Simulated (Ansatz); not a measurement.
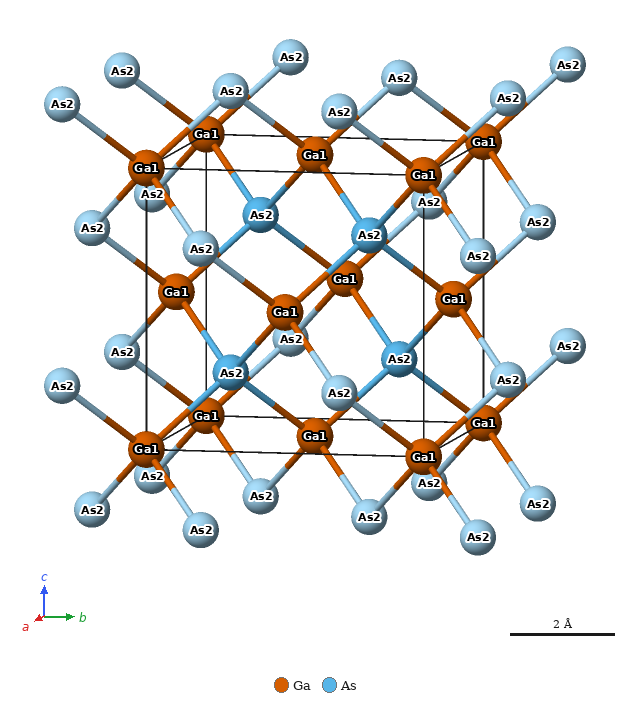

Figure 1. The input geometry (ball-and-stick view of the cell 4 times as large as that of the calculation, set on its symmetry axes, seen slightly off an axis; neighbours outside the cell are drawn fainter; atoms are numbered from 1 in the order of the input). An atom can appear more than once, as a periodic image. Near neighbours in the periodic cell (some may lie outside the picture): Ga has 4 As at 2.38 Å; As has 4 Ga at 2.38 Å.

## GaAs: geometry relaxation

GaAs (F-43m, 2 atoms in the cell), computed with DFT, PBEsol, plane waves, PAW, no spin polarisation (Ansatz 0.2.0).

The structure was built on a prototype by a generator. Figures and captions count atoms from 1; the log counts them from 0 in places.

Input file:
```yaml
crystal:
  lattice:
    - [0.0, 2.7443767696, 2.7443767696]
    - [2.7443767696, 0.0, 2.7443767696]
    - [2.7443767696, 2.7443767696, 0.0]
  atoms:
    - { symbol: Ga, position: [0.0, 0.0, 0.0] }
    - { symbol: As, position: [0.25, 0.25, 0.25] }
kpoints:
  mp_grid: { grid: [6, 6, 6] }
hamiltonian:
  xc: pbesol
scf:
  occupations: { method: fermi_dirac, width: 0.03 }
relax:
  f_tol: 0.01
  cell: {}
  max_steps: 120
```

Hardware: 2 threads of Arm Neoverse V1, 24 GiB of memory available, shared host.

Launched with:
```bash
ansatz run input.yaml --threads 2 --pin off --max-ram 2211MiB --backend cpu --events-out ev --progress --plain --runs-dir out
```

What the program printed:
```
Engine: ansatz 0.2.0, aarch64-unknown-linux-gnu
Pseudopotentials: kind: paw
Pseudopotential: Ga, paw, valence charge 13, recommended cutoff 420 eV (normal), Ga.paw.azcp
Pseudopotential: As, paw, valence charge 15, recommended cutoff 420 eV (normal), As.paw.azcp
Functional definition: PBEsol
  exchange = pbesol_x
  correlation = pbesol_c
Crystal: 2 atoms, lattice volume = 41.339 Å³
Basis set: ecut = 420 eV, 869 PW (Γ), exchange–correlation on 54×54×54 points (8 copies of the dense FFT grid, shifted against one another)
Bands: 18, of which v1, the nominal top of the filled ones, is band 14 counted from 1 (13 counted from 0)
Symmetry: 24 space group operations
Space group: F-43m (ITA 216), of the structure as read, at distance tolerance 3.5e-5 Å
k-points: 16 of 216 (time reversal used)
Non-local potential: Ga, projectors of the file, l = 0: 2, l = 1: 2, l = 2: 3, l = 3: 1
Non-local potential: As, projectors of the file, l = 0: 2, l = 1: 2, l = 2: 3, l = 3: 1
PAW form: soft (Blöchl's): semilocal exchange-correlation on the pseudo side does not see the compensation charge
PAW frozen core: Ga, regenerated for the run's functional, and the local potential with it (the file was generated under x = pbe(κ = 0.804, μ = 0.2195149727645171), c = pbe(β = 0.06672455060314922))
PAW frozen core: As, regenerated for the run's functional, and the local potential with it (the file was generated under x = pbe(κ = 0.804, μ = 0.2195149727645171), c = pbe(β = 0.06672455060314922))
PAW one-centre angular grid: Ga, 590 points (default); XC on 64 Gauss nodes
PAW one-centre angular grid: As, 590 points (default); XC on 64 Gauss nodes
Initial density: superposition of atomic densities (neutral atoms: chi_scale 0, normalization atom), corrected by the library's trained network
Initial wavefunctions: pseudopotential atomic-orbital guess
Functional: x = pbesol(κ = 0.804, μ = 0.12345679012345678), c = pbesol(β = 0.046)
SCF iter   1: F=—  HF=-8556.747013 eV  |F-HF|=—  |Δ(HF+E_count)|=         —  Δρ=2.75e-3  dr2=4.59e-3  ethr=1.77e-3  ⟨swp⟩=5.8  Hψ=1359  notcnv=0
preconditioner: auto → none  [insulator: Δε(μ)=1.110 eV  Ē_g=15.841 eV  σ=0.030 eV  W_gap=1.00  n_scr=14 (ndim 8)  ℏωp=24.5 eV  f_vac=0.062  D(μ)=0.00/eV (n_scr^D=0)  ε∞_Penn≈3.4]
SCF iter   2: F=—  HF=-8556.744509 eV  |F-HF|=—  |Δ(HF+E_count)|=   2.50e-3  Δρ=9.98e-4  dr2=3.13e-4  ethr=1.64e-5  ⟨swp⟩=2.9  Hψ=704  notcnv=0
SCF iter   3: F=—  HF=-8556.744531 eV  |F-HF|=—  |Δ(HF+E_count)|=   2.19e-5  Δρ=3.46e-4  dr2=4.34e-5  ethr=1.12e-6  ⟨swp⟩=2.0  Hψ=432  notcnv=0
SCF iter   4: F=—  HF=-8556.744528 eV  |F-HF|=—  |Δ(HF+E_count)|=   3.16e-6  Δρ=1.88e-4  dr2=8.29e-6  ethr=1.55e-7  ⟨swp⟩=2.0  Hψ=432  notcnv=0
SCF iter   5: F=—  HF=-8556.744532 eV  |F-HF|=—  |Δ(HF+E_count)|=   3.99e-6  Δρ=3.06e-5  dr2=1.96e-7  ethr=2.96e-8  ⟨swp⟩=2.1  Hψ=431  notcnv=0
SCF iter   6: F=-8556.744532 eV  HF=-8556.744532 eV  |F-HF|=1.38e-9  |Δ(HF+E_count)|=   2.25e-7  Δρ=2.28e-6  dr2=1.64e-9  ethr=3.57e-10  ⟨swp⟩=4.1  Hψ=988  notcnv=0
SCF 1 converged in 6 iterations: F = -8556.744532 eV  dr2 = 1.64e-9
  greatest PAW one-centre occupation: 0.999 electrons in one spin orbital (limit 2), on the As atom at site 1 (counted from 0), in its partial waves of l = 2
relax step   1: F+E_penalty+E_count = -8556.74453200 eV  Δ(F+E_penalty+E_count) = +0.000e0 eV  max|allowed force component| = 9.252e-17 eV/Å  Δτ_max = 0.0000 Å  P = +7.861 GPa  Ω = 41.339 Å³  (6 SCF iters, dr2 threshold 1.00e-7 eV, accepted)
Crystal: 2 atoms, lattice volume = 44.292 Å³
Basis set: ecut = 420 eV, 893 PW (Γ), exchange–correlation on 54×54×54 points (8 copies of the dense FFT grid, shifted against one another)
Initial density: handed on by an earlier stage of this run
Initial wavefunctions: those handed on with the density
iter 1 solved again at ethr=1.56e-5 eV; its pass at ethr=3.10e-3 eV (dr2=4.36e-3 eV) is discarded
SCF iter   1: F=—  HF=-8556.827991 eV  |F-HF|=—  |Δ(HF+E_count)|=         —  Δρ=2.84e-3  dr2=4.40e-3  ethr=1.56e-5  ⟨swp⟩=2.0  Hψ=1907  notcnv=0
preconditioner: auto → none  [insulator: Δε(μ)=0.588 eV  Ē_g=15.510 eV  σ=0.030 eV  W_gap=1.00  n_scr=14 (ndim 8)  ℏωp=23.7 eV  f_vac=0.083  D(μ)=0.00/eV (n_scr^D=0)  ε∞_Penn≈3.3]
SCF iter   2: F=—  HF=-8556.827742 eV  |F-HF|=—  |Δ(HF+E_count)|=   2.50e-4  Δρ=1.33e-3  dr2=7.96e-4  ethr=1.56e-5  ⟨swp⟩=2.0  Hψ=326  notcnv=0
SCF iter   3: F=—  HF=-8556.827878 eV  |F-HF|=—  |Δ(HF+E_count)|=   1.36e-4  Δρ=2.38e-4  dr2=4.01e-5  ethr=2.84e-6  ⟨swp⟩=2.2  Hψ=405  notcnv=0
SCF iter   4: F=—  HF=-8556.827874 eV  |F-HF|=—  |Δ(HF+E_count)|=   4.37e-6  Δρ=9.58e-5  dr2=2.32e-6  ethr=1.43e-7  ⟨swp⟩=2.0  Hψ=513  notcnv=0
SCF iter   5: F=—  HF=-8556.827875 eV  |F-HF|=—  |Δ(HF+E_count)|=   1.04e-6  Δρ=3.78e-5  dr2=4.09e-7  ethr=7.14e-10  ⟨swp⟩=5.0  Hψ=1168  notcnv=0
SCF iter   6: F=-8556.827875 eV  HF=-8556.827875 eV  |F-HF|=6.40e-9  |Δ(HF+E_count)|=   1.73e-8  Δρ=4.83e-6  dr2=1.86e-8  ethr=7.14e-10  ⟨swp⟩=4.9  Hψ=1125  notcnv=0
SCF 2 converged in 6 iterations: F = -8556.827875 eV  dr2 = 1.86e-8
relax step   2: F+E_penalty+E_count = -8556.82787461 eV  Δ(F+E_penalty+E_count) = -8.334e-2 eV  max|allowed force component| = 2.299e-17 eV/Å  Δτ_max = 0.0000 Å  P = +1.633 GPa  Ω = 44.292 Å³  energy of the carried Pulay correction = -6.573e-4 eV  (6 SCF iters, dr2 threshold 2.00e-7 eV, accepted)
Crystal: 2 atoms, lattice volume = 45.137 Å³
iter 1 solved again at ethr=1.03e-6 eV; its pass at ethr=3.10e-3 eV (dr2=2.88e-4 eV) is discarded
SCF iter   1: F=—  HF=-8556.832555 eV  |F-HF|=—  |Δ(HF+E_count)|=         —  Δρ=7.40e-4  dr2=3.09e-4  ethr=1.03e-6  ⟨swp⟩=2.6  Hψ=1896  notcnv=0
preconditioner: auto → none  [insulator: Δε(μ)=0.445 eV  Ē_g=15.423 eV  σ=0.030 eV  W_gap=1.00  n_scr=14 (ndim 8)  ℏωp=23.4 eV  f_vac=0.074  D(μ)=0.00/eV (n_scr^D=0)  ε∞_Penn≈3.3]
SCF iter   2: F=—  HF=-8556.832531 eV  |F-HF|=—  |Δ(HF+E_count)|=   2.38e-5  Δρ=3.45e-4  dr2=5.37e-5  ethr=1.03e-6  ⟨swp⟩=2.0  Hψ=325  notcnv=0
SCF iter   3: F=—  HF=-8556.832541 eV  |F-HF|=—  |Δ(HF+E_count)|=   1.04e-5  Δρ=6.62e-5  dr2=2.99e-6  ethr=1.92e-7  ⟨swp⟩=2.1  Hψ=496  notcnv=0
SCF iter   4: F=-8556.832539 eV  HF=-8556.832539 eV  |F-HF|=7.46e-8  |Δ(HF+E_count)|=   1.70e-6  Δρ=2.38e-5  dr2=1.39e-7  ethr=7.14e-10  ⟨swp⟩=3.8  Hψ=1363  notcnv=0
SCF 3 converged in 4 iterations: F = -8556.832539 eV  dr2 = 1.39e-7
relax step   3: F+E_penalty+E_count = -8556.83253945 eV  Δ(F+E_penalty+E_count) = -4.665e-3 eV  max|allowed force component| = 4.062e-17 eV/Å  Δτ_max = 0.0000 Å  P = +0.228 GPa  Ω = 45.137 Å³  energy of the carried Pulay correction = -8.371e-4 eV  (4 SCF iters, dr2 threshold 2.00e-7 eV, accepted)
Crystal: 2 atoms, lattice volume = 45.281 Å³
iter 1 solved again at ethr=3.97e-8 eV; its pass at ethr=3.10e-3 eV (dr2=1.11e-5 eV) is discarded
SCF iter   1: F=—  HF=-8556.832614 eV  |F-HF|=—  |Δ(HF+E_count)|=         —  Δρ=1.29e-4  dr2=8.87e-6  ethr=3.97e-8  ⟨swp⟩=3.4  Hψ=1848  notcnv=0
preconditioner: auto → none  [insulator: Δε(μ)=0.422 eV  Ē_g=15.411 eV  σ=0.030 eV  W_gap=1.00  n_scr=14 (ndim 8)  ℏωp=23.4 eV  f_vac=0.074  D(μ)=0.00/eV (n_scr^D=0)  ε∞_Penn≈3.3]
SCF iter   2: F=—  HF=-8556.832613 eV  |F-HF|=—  |Δ(HF+E_count)|=   4.84e-7  Δρ=6.38e-5  dr2=1.73e-6  ethr=3.17e-8  ⟨swp⟩=2.0  Hψ=347  notcnv=0
SCF iter   3: F=—  HF=-8556.832614 eV  |F-HF|=—  |Δ(HF+E_count)|=   5.52e-7  Δρ=1.27e-5  dr2=8.61e-8  ethr=4.65e-10  ⟨swp⟩=3.8  Hψ=1333  notcnv=0
SCF iter   4: F=-8556.832614 eV  HF=-8556.832614 eV  |F-HF|=2.98e-9  |Δ(HF+E_count)|=   5.42e-8  Δρ=3.74e-6  dr2=3.68e-9  ethr=3.07e-10  ⟨swp⟩=4.3  Hψ=1043  notcnv=0
SCF 4 converged in 4 iterations: F = -8556.832614 eV  dr2 = 3.68e-9
relax step   4: F+E_penalty+E_count = -8556.83261353 eV  Δ(F+E_penalty+E_count) = -7.408e-5 eV  max|allowed force component| = 6.129e-17 eV/Å  Δτ_max = 0.0000 Å  P = +0.003 GPa  Ω = 45.281 Å³  energy of the carried Pulay correction = -8.676e-4 eV  (4 SCF iters, dr2 threshold 1.30e-7 eV, accepted)
Initial wavefunctions: pseudopotential atomic-orbital guess (no wavefunctions were taken with the density)
iter 1 solved again at ethr=3.45e-7 eV; its pass at ethr=3.10e-3 eV (dr2=9.65e-5 eV) is discarded
SCF iter   1: F=—  HF=-8556.831175 eV  |F-HF|=—  |Δ(HF+E_count)|=         —  Δρ=8.61e-4  dr2=8.94e-6  ethr=3.45e-7  ⟨swp⟩=2.9  Hψ=1985  notcnv=0
preconditioner: auto → none  [insulator: Δε(μ)=0.423 eV  Ē_g=15.413 eV  σ=0.030 eV  W_gap=1.00  n_scr=14 (ndim 8)  ℏωp=23.4 eV  f_vac=0.074  D(μ)=0.00/eV (n_scr^D=0)  ε∞_Penn≈3.3]
SCF iter   2: F=—  HF=-8556.832982 eV  |F-HF|=—  |Δ(HF+E_count)|=   1.81e-3  Δρ=4.32e-4  dr2=2.27e-6  ethr=3.19e-8  ⟨swp⟩=3.0  Hψ=523  notcnv=0
SCF iter   3: F=—  HF=-8556.833519 eV  |F-HF|=—  |Δ(HF+E_count)|=   5.37e-4  Δρ=8.35e-5  dr2=1.84e-7  ethr=8.09e-9  ⟨swp⟩=2.1  Hψ=364  notcnv=0
SCF iter   4: F=—  HF=-8556.833539 eV  |F-HF|=—  |Δ(HF+E_count)|=   1.98e-5  Δρ=1.35e-5  dr2=4.83e-8  ethr=6.56e-10  ⟨swp⟩=2.2  Hψ=453  notcnv=0
SCF iter   5: F=—  HF=-8556.833539 eV  |F-HF|=—  |Δ(HF+E_count)|=   1.98e-7  Δρ=1.14e-6  dr2=4.63e-10  ethr=1.73e-10  ⟨swp⟩=2.1  Hψ=444  notcnv=0
SCF iter   6: F=—  HF=-8556.833539 eV  |F-HF|=—  |Δ(HF+E_count)|=  2.73e-10  Δρ=3.14e-7  dr2=3.07e-11  ethr=1.66e-12  ⟨swp⟩=2.3  Hψ=426  notcnv=0
SCF iter   7: F=-8556.833539 eV  HF=-8556.833539 eV  |F-HF|=5.46e-12  |Δ(HF+E_count)|=  8.19e-11  Δρ=6.15e-8  dr2=2.97e-12  ethr=1.00e-12  ⟨swp⟩=5.0  Hψ=1187  notcnv=0
SCF 5 converged in 7 iterations: F = -8556.833539 eV  dr2 = 2.97e-12
relax step   5: F+E_penalty+E_count = -8556.83353879 eV  Δ(F+E_penalty+E_count) = -9.253e-4 eV  max|allowed force component| = 6.245e-17 eV/Å  Δτ_max = 0.0000 Å  P = +0.013 GPa  Ω = 45.281 Å³  stress off target by 1.26e-2 GPa  SCF on the basis re-selected at this cell (its energy is not comparable with the rows above)  (7 SCF iters)
```

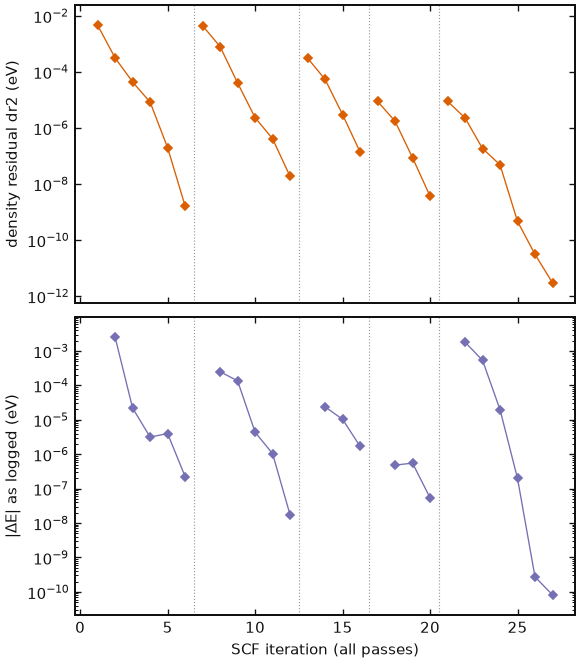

Figure 2. Convergence of the self-consistent field: density residual dr2 and size of the energy change against the SCF iteration. The dotted lines part the SCF passes of the relaxation: geometry steps, rejected trials and re-solves on a re-selected basis. The 5 passes take 4 to 7 iterations each, 27 in all.

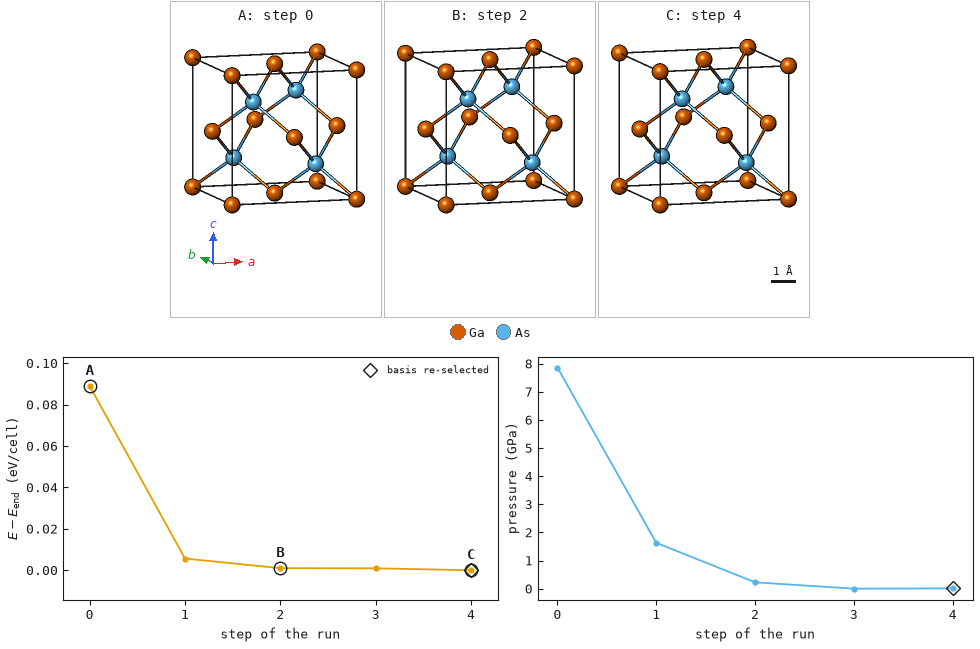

Figure 3. Frames of the relaxation (ball-and-stick view of the cell 4 times as large as that of the calculation, set on its symmetry axes, seen slightly off an axis) above the curves, on which the letters mark them (the first geometry is step 0 here and step 1 in the log).

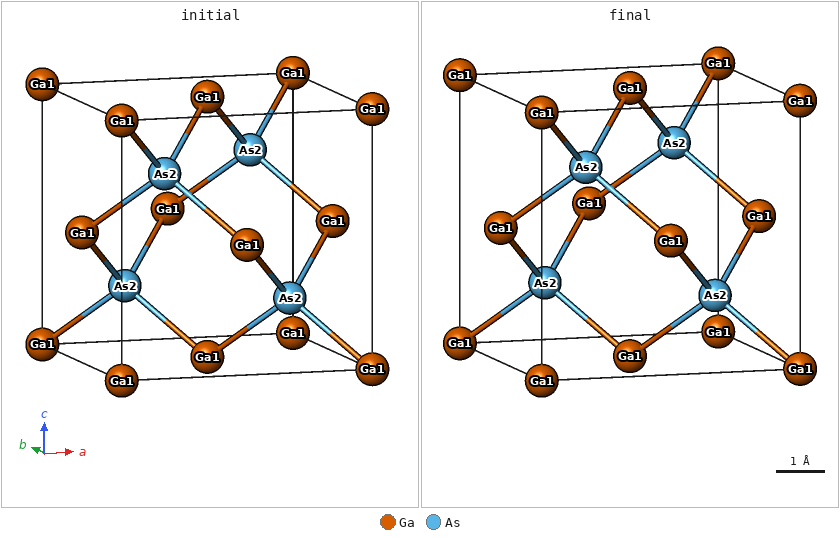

Figure 4. Before (left) and after (right) the relaxation, at one scale (ball-and-stick view of the cell 4 times as large as that of the calculation, set on its symmetry axes, seen slightly off an axis). The atoms keep their places relative to the cell (all moves are under 0.005 Å). Cell: a = b = c 5.489 → 5.658 Å (+3.1 %). Volume +9.5 %. Among the contacts that change: Ga1–As2 2.377 → 2.450 Å. The space group stays F-43m (No. 216). Over 3 geometry steps the energy falls by 88.1 meV per cell of the calculation. All forces vanish by symmetry, so only the cell relaxes. Pressure: 7.86 GPa at the start and 0.01 GPa at the end. A last SCF at the same geometry on a re-selected plane-wave basis shifts the energy by −0.9 meV per cell of the calculation. (Atoms are counted from 1 in the order of the input.)

```
basis re-selected at this cell: Δ(F+E_penalty+E_count) = -9.253e-4 eV, ΔP = +0.010 GPa vs the last step (what re-selecting the basis moved, of the pressure what is left beyond the Pulay correction that the steps carried, after the strain that the cell walked since its last selection, with what the two solves' SCF thresholds leave and, on support functions, any second-order correction that the steps lacked; it is no measure of the basis error at this ecutwfc). This SCF's stress stands 1.26e-2 GPa from its target on what of the cell is left free (relax.cell.stress_tol is 5.00e-2 GPa) and its largest allowed force component is 6.25e-17 eV/Å (relax.f_tol is 1.00e-2 eV/Å): within both
SCF converged after 7 iterations
Free energy (F): -8556.833539 eV
Harris-Foulkes:  -8556.833539 eV  (|F-HF|=5.46e-12)
Internal energy: -8556.833532 eV  (E = F + TS)
E sigma→0 (E₀):  -8556.833535 eV
Entropy (-TS):   -0.000007 eV (-0.003 meV/atom)
Fermi energy:    8.255981 eV
--- Per-component energies (eV) ---
  E_band       = -316.726492
  E_kinetic    = 219.430219
  E_local      = -3922.489944  (includes V_loc(G=0)·N_el)
  E_nonlocal   = -242.187751
  E_hartree    = 1973.379235
  E_xc         = -147.193512
  E_vxc        = -137.377794  (∫ρ·V_xc dr)
  E_paw        = -3742.907007  (= ΣΔE_a)
  E_vpaw       = -180.859616  (= ΣTr[D̂ρ^β])
  E_aug_tail   = -0.000137  (compensation charges beyond the density's cutoff)
  E_ewald      = -2696.694042
  E_core_change = 1.829407  (= ΣΔE_core)
  E_smearing   = -0.000007  (= −TS)
  E_closure    = -0.000000  (closes the sum)
  Σ components = -8556.833539   (vs F -8556.833539, Δ=0.00e0)
--- Forces (eV/Å), atoms counted from 1 ---
  atom   1  Ga     0.00000000    -0.00000000    -0.00000000
  atom   2  As    -0.00000000     0.00000000     0.00000000
  max |Σ_I F_I| component: 9.71e-17 eV/Å
--- Stress (GPa, compression-positive) ---
        0.012630      -0.000000      -0.000000
       -0.000000       0.012630       0.000000
        0.000000       0.000000       0.012630
  P = ⅓ Tr σ = 0.0126 GPa (0.126 kbar)
--- Relaxed structure (4 steps of the walk, 4 accepted, 1 SCFs on fresh bases) ---
  F+E_penalty+E_count = -8556.83353879 eV   max|allowed force component| = 6.245e-17 eV/Å   (the final SCF, on the basis selected at the relaxed cell)
  cell:  # Å, volume = 45.2815 Å³
    - [1.2420082104629942e-33, 2.82898190286486, 2.82898190286486]
    - [2.828981902864859, 5.929744785044107e-33, 2.82898190286486]
    - [2.828981902864859, 2.82898190286486, 1.2228948643205112e-33]
  atoms:
    - { symbol: Ga, position: [-8.538240053725083e-34, 6.5498827809397894e-34, 7.485580321074045e-34] }
    - { symbol: As, position: [0.24999999999999994, 0.25, 0.25] }
```

Trajectory as extended XYZ (Å, eV, eV/Å), 5 frames, from step=1 to step=5:
```
2
Lattice="0.0000 2.7444 2.7444 2.7444 0.0000 2.7444 2.7444 2.7444 0.0000" Properties=species:S:1:pos:R:3:forces:R:3 step=1 energy=-8556.74453 pressure_GPa=7.86
Ga    0.0000    0.0000    0.0000    0.0000   0.0000   0.0000
As    1.3722    1.3722    1.3722    0.0000   0.0000   0.0000
2
Lattice="0.0000 2.8082 2.8082 2.8082 0.0000 2.8082 2.8082 2.8082 0.0000" Properties=species:S:1:pos:R:3:forces:R:3 step=2 energy=-8556.82788 pressure_GPa=1.63
Ga    0.0000    0.0000    0.0000    0.0000   0.0000   0.0000
As    1.4041    1.4041    1.4041    0.0000   0.0000   0.0000
2
Lattice="0.0000 2.8260 2.8260 2.8260 0.0000 2.8260 2.8260 2.8260 0.0000" Properties=species:S:1:pos:R:3:forces:R:3 step=3 energy=-8556.83254 pressure_GPa=0.23
Ga    0.0000    0.0000    0.0000    0.0000   0.0000   0.0000
As    1.4130    1.4130    1.4130    0.0000   0.0000   0.0000
2
Lattice="0.0000 2.8290 2.8290 2.8290 0.0000 2.8290 2.8290 2.8290 0.0000" Properties=species:S:1:pos:R:3:forces:R:3 step=4 energy=-8556.83261 pressure_GPa=0.00
Ga    0.0000    0.0000    0.0000    0.0000   0.0000   0.0000
As    1.4145    1.4145    1.4145    0.0000   0.0000   0.0000
2
Lattice="0.0000 2.8290 2.8290 2.8290 0.0000 2.8290 2.8290 2.8290 0.0000" Properties=species:S:1:pos:R:3:forces:R:3 step=5 energy=-8556.83354 pressure_GPa=0.01
Ga    0.0000    0.0000    0.0000    0.0000   0.0000   0.0000
As    1.4145    1.4145    1.4145    0.0000   0.0000   0.0000
```

Results in brief:

- outcome: converged
- space group (tolerance 0.01 Å): F-43m (216)
- electrons treated: 28
- free energy: −8556.8335 eV
- Fermi energy: 8.256 eV
- pressure: 0.01 GPa
- final volume: 45.28 Å³
- largest force (length of the vector) at the end: under 0.001 eV/Å
- final cell: a = 4.001 Å, b = 4.001 Å, c = 4.001 Å, α = 60.00°, β = 60.00°, γ = 60.00°
- wall time: 3.7 s (CPU time 6.8 s)
- peak memory: 0.31 GiB
